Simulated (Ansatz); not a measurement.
## Two runs on In

System: In (slab, 7 atoms in the cell).
Method of the first run: Kohn-Sham DFT of a periodic cell, PBEsol with D3(BJ), Ansatz PAW, no spin polarisation (Ansatz 0.2.0).

The structure derives from an entry of the Crystallography Open Database. The input holds or restrains some coordinates. Forces given for the steps count only the free coordinates. Text and figures count atoms from 1; the logs count them from 0 in places.

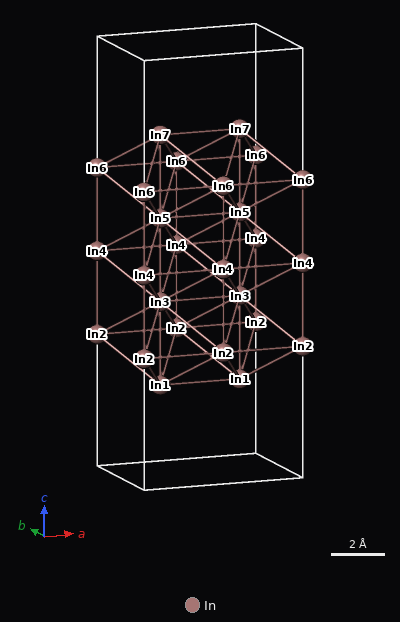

Figure 1. The input geometry (ball-and-stick view of the 2 × 1 repeat of the cell, with the vacuum cut short, seen slightly off an axis; atoms are numbered from 1 in the order of the input). An atom can appear more than once, as a periodic image. Near neighbours in the periodic cell (some may lie outside the picture): In has 7 In at 3.25 to 3.38 Å; In has 11 In at 3.25 to 3.38 Å; In has 12 In at 3.25 to 3.38 Å.

## The input, the first run
```yaml
crystal:
  lattice:
    - [3.2523, 0.0, 0.0]
    - [0.0, 4.9479, 0.0]
    - [0.0, 0.0, 24.7569]
  atoms:
    - { symbol: In, position: [0.5, 0.5, 0.3029458454] }
    - { symbol: In, position: [0.0, 0.0, 0.3686305636] }
    - { symbol: In, position: [0.5, 0.5, 0.4343152818] }
    - { symbol: In, position: [0.0, 0.0, 0.5] }
    - { symbol: In, position: [0.5, 0.5, 0.5656847182] }
    - { symbol: In, position: [0.0, 0.0, 0.6313694364] }
    - { symbol: In, position: [0.5, 0.5, 0.6970541546] }
hamiltonian:
  xc: pbesol
  pseudopotentials: { kind: paw }
  dispersion: d3bj
kpoints:
  mp_grid: { grid: [8, 6, 1] }
scf:
  occupations: { method: fermi_dirac, width: 0.05 }
output:
  forces: true
  eigenvalues: true
relax:
  f_tol: 0.02
  max_steps: 40
  constraints: [{ sites: [0, 1, 2] }]
efield:
  axis: 3
  dipole_correction: true
  ramp_width: 0.04
```

Launched with:
```bash
ansatz run input.yaml --threads 4 --pin off --max-ram 11264MiB --backend cpu --events-out ev --progress --plain --runs-dir out
```

Hardware: 4 threads of Arm Neoverse V2, 24 GiB of memory available, shared host.

## Output, shortened to warnings, some set-up lines, iterations and results (the first run)
```
Basis set: ecut = 420 eV, 7853 PW (Γ), exchange–correlation on 48×72×360 points (8 copies of the dense FFT grid, shifted against one another)
Symmetry: 4 space group operations
k-points: 20 of 48
Initial density: superposition of atomic densities (neutral atoms: chi_scale 0, normalization atom), corrected by the library's trained network
[...]
SCF iter   1: F=—  HF=-38678.535051 eV  |F-HF|=—  |Δ(HF+E_count)|=         —  Δρ=2.05e-3  dr2=6.36e-2  ethr=1.77e-3  p=0.000 e·Å  D=4.14e-14 V/Å  ΔV_dip=-0.00 eV  …
SCF iter   2: F=—  HF=-38678.517301 eV  |F-HF|=—  |Δ(HF+E_count)|=   1.78e-2  Δρ=1.54e-3  dr2=8.96e-3  ethr=6.98e-5  p=0.000 e·Å  D=2.80e-6 V/Å  ΔV_dip=-0.00 eV  …
SCF iter   3: F=—  HF=-38678.514631 eV  |F-HF|=—  |Δ(HF+E_count)|=   2.67e-3  Δρ=5.75e-4  dr2=3.48e-3  ethr=9.84e-6  p=0.000 e·Å  D=7.86e-7 V/Å  ΔV_dip=-0.00 eV  …
SCF iter   4: F=—  HF=-38678.514107 eV  |F-HF|=—  |Δ(HF+E_count)|=   5.24e-4  Δρ=1.91e-4  dr2=6.40e-4  ethr=3.82e-6  p=0.000 e·Å  D=7.13e-7 V/Å  ΔV_dip=-0.00 eV  …
SCF iter   5: F=—  HF=-38678.514013 eV  |F-HF|=—  |Δ(HF+E_count)|=   9.36e-5  Δρ=3.55e-5  dr2=4.69e-5  ethr=7.03e-7  p=0.000 e·Å  D=2.62e-7 V/Å  ΔV_dip=-0.00 eV  …
[... 30 lines ...]
relax step   4: F+E_penalty+E_count = -38678.59141165 eV  Δ(F+E_penalty+E_count) = -4.638e-3 eV  max|allowed force component| = 1.954e-2 eV/Å  Δτ_max = 0.1018 Å  (8 SCF …
SCF iter   1: F=—  HF=-38678.591408 eV  |F-HF|=—  |Δ(HF+E_count)|=         —  Δρ=5.63e-7  dr2=1.64e-9  ethr=1.80e-12  p=-0.010 e·Å  D=-4.58e-3 V/Å  ΔV_dip=0.11 eV  …
SCF iter   2: F=-38678.591412 eV  HF=-38678.591412 eV  |F-HF|=6.26e-10  |Δ(HF+E_count)|=   3.91e-6  Δρ=4.69e-7  dr2=9.45e-10  ethr=1.80e-12  p=-0.010 e·Å  D=-4.58e-3 V/Å  …
SCF 5 converged in 2 iterations: F = -38678.591412 eV  dr2 = 9.45e-10
relax step   5: F+E_penalty+E_count = -38678.59141165 eV  Δ(F+E_penalty+E_count) = -5.530e-10 eV  max|allowed force component| = 1.954e-2 eV/Å  Δτ_max = 0.0000 Å  (2 SCF …
SCF converged after 2 iterations
Free energy (F): -38678.591412 eV
Harris-Foulkes:  -38678.591412 eV  (|F-HF|=6.26e-10)
Internal energy: -38678.542563 eV  (E = F + TS)
E sigma→0 (E₀):  -38678.566987 eV
Entropy (-TS):   -0.048849 eV (-6.978 meV/atom)
Fermi energy:    2.537462 eV
Dipole field:    D = -0.004577 V/Å  (p = -0.010078 e·Å, saw-weighted, corrected)
Work function:   Φ+ = 3.9603 eV   Φ− = 3.8470 eV
Levels:          The Fermi level and band energies are counted from a zero that moves with the ramp; work functions are not
--- Per-component energies (eV) ---
  E_band       = -859.236101
  E_kinetic    = 1691.178183
  E_local      = -69039.725051  (includes V_loc(G=0)·N_el)
  E_nonlocal   = 2571.279913
  E_hartree    = 33354.509310
  E_xc         = -1497.710879
  E_vxc        = -701.926589  (∫ρ·V_xc dr)
  E_paw        = -28569.014899  (= ΣΔE_a)
  E_vpaw       = -2088.985262  (= ΣTr[D̂ρ^β])
  E_aug_tail   = 0.000175  (compensation charges beyond the density's cutoff)
  E_efield     = 0.000023  (sawtooth field / dipole correction)
  E_vefield    = -0.074483  (∫n·V_field dr)
  E_ewald      = 22811.211262
  E_disp       = -1.921918  (pairwise vdW)
  E_core_change = 1.651317  (= ΣΔE_core)
  E_smearing   = -0.048849  (= −TS)
  E_closure    = -0.000000  (closes the sum)
  Σ components = -38678.591412   (vs F -38678.591412, Δ=0.00e0)
--- Forces (eV/Å), atoms counted from 1 ---
  atom   1  In     0.00000000     0.00000000     0.26607315
  atom   2  In     0.00000000     0.00000000    -0.01087632
  atom   3  In     0.00000000     0.00000000    -0.25014527
  atom   4  In     0.00000000     0.00000000     0.00455467
  atom   5  In     0.00000000     0.00000000    -0.01953967
  atom   6  In     0.00000000     0.00000000    -0.00346230
  atom   7  In     0.00000000     0.00000000     0.01339636
  max |Σ_I F_I| component: 6.17e-7 eV/Å
--- Relaxed structure (5 steps of the walk, 5 accepted, 0 SCFs on fresh bases) ---
  F+E_penalty+E_count = -38678.59141165 eV   max|allowed force component| = 1.954e-2 eV/Å
  atoms:
    - { symbol: In, position: [0.5, 0.5, 0.3029458454] }
    - { symbol: In, position: [0.0, 0.0, 0.3686305636] }
    - { symbol: In, position: [0.5, 0.5, 0.43431528179999995] }
    - { symbol: In, position: [0.0, 0.0, 0.493660199744339] }
    - { symbol: In, position: [0.5, 0.5, 0.554337946185748] }
    - { symbol: In, position: [0.0, 0.0, 0.6182814482490232] }
    - { symbol: In, position: [0.5, 0.5, 0.6772375776464841] }
```

The input of the second run differs as follows (lines with − go, lines with + come):
```diff
-  dispersion: d3bj
```

Predict how the results change.

The total energies belong to different models, so their difference says nothing on which is more stable or more accurate. The largest force goes from 0.266 to 0.169 eV/Å. The number of SCF iterations is the same.

## Output, shortened to warnings, some set-up lines, iterations and results (the second run)
```
Basis set: ecut = 420 eV, 7853 PW (Γ), exchange–correlation on 48×72×360 points (8 copies of the dense FFT grid, shifted against one another)
Symmetry: 4 space group operations
k-points: 20 of 48
Initial density: superposition of atomic densities (neutral atoms: chi_scale 0, normalization atom), corrected by the library's trained network
[...]
SCF iter   1: F=—  HF=-38676.682478 eV  |F-HF|=—  |Δ(HF+E_count)|=         —  Δρ=2.05e-3  dr2=6.36e-2  ethr=1.77e-3  p=0.000 e·Å  D=4.14e-14 V/Å  ΔV_dip=-0.00 eV  …
SCF iter   2: F=—  HF=-38676.664728 eV  |F-HF|=—  |Δ(HF+E_count)|=   1.78e-2  Δρ=1.54e-3  dr2=8.96e-3  ethr=6.98e-5  p=0.000 e·Å  D=2.80e-6 V/Å  ΔV_dip=-0.00 eV  …
SCF iter   3: F=—  HF=-38676.662058 eV  |F-HF|=—  |Δ(HF+E_count)|=   2.67e-3  Δρ=5.75e-4  dr2=3.48e-3  ethr=9.84e-6  p=0.000 e·Å  D=7.86e-7 V/Å  ΔV_dip=-0.00 eV  …
SCF iter   4: F=—  HF=-38676.661534 eV  |F-HF|=—  |Δ(HF+E_count)|=   5.24e-4  Δρ=1.91e-4  dr2=6.40e-4  ethr=3.82e-6  p=0.000 e·Å  D=7.13e-7 V/Å  ΔV_dip=-0.00 eV  …
SCF iter   5: F=—  HF=-38676.661440 eV  |F-HF|=—  |Δ(HF+E_count)|=   9.36e-5  Δρ=3.55e-5  dr2=4.69e-5  ethr=7.03e-7  p=0.000 e·Å  D=2.62e-7 V/Å  ΔV_dip=-0.00 eV  …
[... 30 lines ...]
relax step   4: F+E_penalty+E_count = -38676.68243627 eV  Δ(F+E_penalty+E_count) = -1.233e-3 eV  max|allowed force component| = 7.863e-3 eV/Å  Δτ_max = 0.0240 Å  (5 SCF …
SCF iter   1: F=—  HF=-38676.682435 eV  |F-HF|=—  |Δ(HF+E_count)|=         —  Δρ=5.12e-6  dr2=5.36e-7  ethr=5.89e-10  p=-0.006 e·Å  D=-2.69e-3 V/Å  ΔV_dip=0.07 eV  …
SCF iter   2: F=-38676.682437 eV  HF=-38676.682437 eV  |F-HF|=9.21e-8  |Δ(HF+E_count)|=   2.19e-6  Δρ=3.87e-6  dr2=9.50e-8  ethr=1.10e-10  p=-0.006 e·Å  D=-2.70e-3 V/Å  …
SCF 5 converged in 2 iterations: F = -38676.682437 eV  dr2 = 9.50e-8
relax step   5: F+E_penalty+E_count = -38676.68243691 eV  Δ(F+E_penalty+E_count) = -6.467e-7 eV  max|allowed force component| = 7.832e-3 eV/Å  Δτ_max = 0.0000 Å  (2 SCF …
SCF converged after 2 iterations
Free energy (F): -38676.682437 eV
Harris-Foulkes:  -38676.682437 eV  (|F-HF|=9.21e-8)
Internal energy: -38676.630907 eV  (E = F + TS)
E sigma→0 (E₀):  -38676.656672 eV
Entropy (-TS):   -0.051530 eV (-7.361 meV/atom)
Fermi energy:    2.524115 eV
Dipole field:    D = -0.002835 V/Å  (p = -0.006241 e·Å, saw-weighted, corrected)
Work function:   Φ+ = 3.9689 eV   Φ− = 3.8987 eV
Levels:          The Fermi level and band energies are counted from a zero that moves with the ramp; work functions are not
--- Per-component energies (eV) ---
  E_band       = -858.469944
  E_kinetic    = 1689.462975
  E_local      = -67044.709946  (includes V_loc(G=0)·N_el)
  E_nonlocal   = 2571.173644
  E_hartree    = 32357.378079
  E_xc         = -1497.024430
  E_vxc        = -700.964171  (∫ρ·V_xc dr)
  E_paw        = -28568.536695  (= ΣΔE_a)
  E_vpaw       = -2088.207593  (= ΣTr[D̂ρ^β])
  E_aug_tail   = 0.000175  (compensation charges beyond the density's cutoff)
  E_efield     = 0.000009  (sawtooth field / dipole correction)
  E_vefield    = -0.027152  (∫n·V_field dr)
  E_ewald      = 21813.973965
  E_core_change = 1.651317  (= ΣΔE_core)
  E_smearing   = -0.051530  (= −TS)
  E_closure    = 0.000000  (closes the sum)
  Σ components = -38676.682437   (vs F -38676.682437, Δ=0.00e0)
--- Forces (eV/Å), atoms counted from 1 ---
  atom   1  In     0.00000000     0.00000000     0.16858903
  atom   2  In     0.00000000     0.00000000    -0.04007749
  atom   3  In     0.00000000     0.00000000    -0.13521664
  atom   4  In     0.00000000     0.00000000     0.00762333
  atom   5  In     0.00000000     0.00000000     0.00783206
  atom   6  In     0.00000000     0.00000000    -0.00112191
  atom   7  In     0.00000000     0.00000000    -0.00755565
  max |Σ_I F_I| component: 7.27e-5 eV/Å
--- Relaxed structure (5 steps of the walk, 5 accepted, 0 SCFs on fresh bases) ---
  F+E_penalty+E_count = -38676.68243691 eV   max|allowed force component| = 7.832e-3 eV/Å
  atoms:
    - { symbol: In, position: [0.5, 0.5, 0.3029458454] }
    - { symbol: In, position: [0.0, 0.0, 0.3686305636] }
    - { symbol: In, position: [0.5, 0.5, 0.43431528179999995] }
    - { symbol: In, position: [0.0, 0.0, 0.49658303809200316] }
    - { symbol: In, position: [0.5, 0.5, 0.5583963622614772] }
    - { symbol: In, position: [0.0, 0.0, 0.6248693125611654] }
    - { symbol: In, position: [0.5, 0.5, 0.6844777904687008] }
```

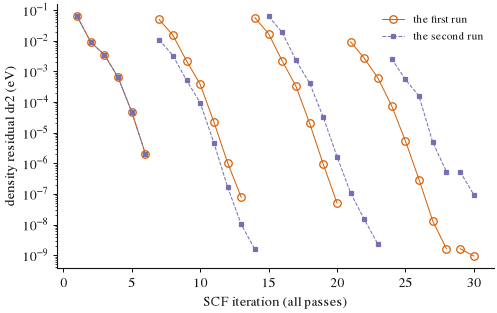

Figure 2. Convergence of the two runs: density residual dr2 against the SCF iteration. A break in a curve parts two SCF passes. The first run takes 30 iterations in all, and the second run takes 30.

## The two runs side by side

```tsv
quantity	the first run	the second run
outcome	converged	converged
free energy per atom (eV)	−5525.5131	−5525.2403
energy per atom, smearing taken to zero (eV)	−5525.5096	−5525.2367
gap on the mesh (eV)	0.00	0.00
work function (eV)	3.96	3.97
largest force (eV/Å)	0.266	0.169
SCF iterations	30	30
irreducible k-points	20	20
wall time (shared host)	46 s	45 s
```
